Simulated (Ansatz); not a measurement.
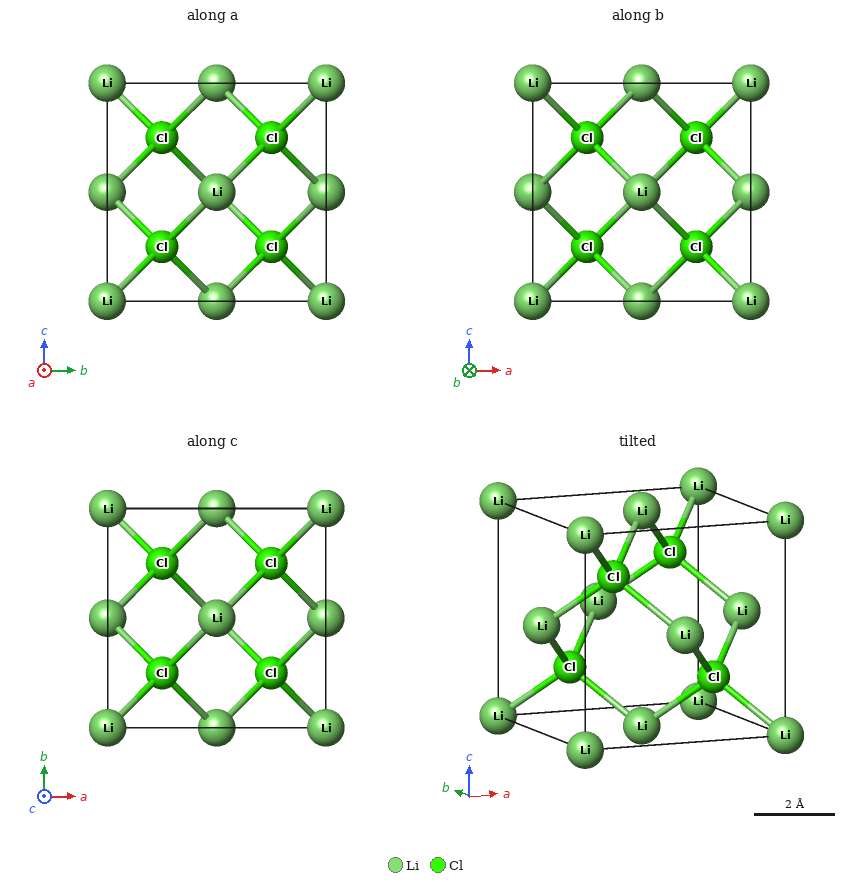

Crystal structure, ball-and-stick style, seen along the a axis, along the b axis, along the c axis and slightly off an axis. Lines trace the edges of the drawn cell (a repeat of the simulation cell).

Lattice parameters: a = 5.466 Å, b = 5.493 Å, c = 5.466 Å, α = 90.00°, β = 90.00°, γ = 90.00°. Put a along x and b in the xy plane.

Q: Set out the cell and atoms as a POSCAR file.

A:
```
Li Cl
1.0
     5.466    0.000    0.000
     0.000    5.493    0.000
     0.000    0.000    5.466
Li Cl
4 4
Direct
  0.0000 0.0000 0.0000
  0.5000 0.0000 0.5000
  0.5000 0.5000 0.0000
  0.0000 0.5000 0.5000
  0.7500 0.2500 0.2500
  0.2500 0.2500 0.7500
  0.2500 0.7500 0.2500
  0.7500 0.7500 0.7500
```

It goes back to a structure type filled with these elements by a generator (whether the compound takes this form wasn't checked). The cell was then strained or its atoms displaced on purpose. It was the input of a calculation with Ansatz.
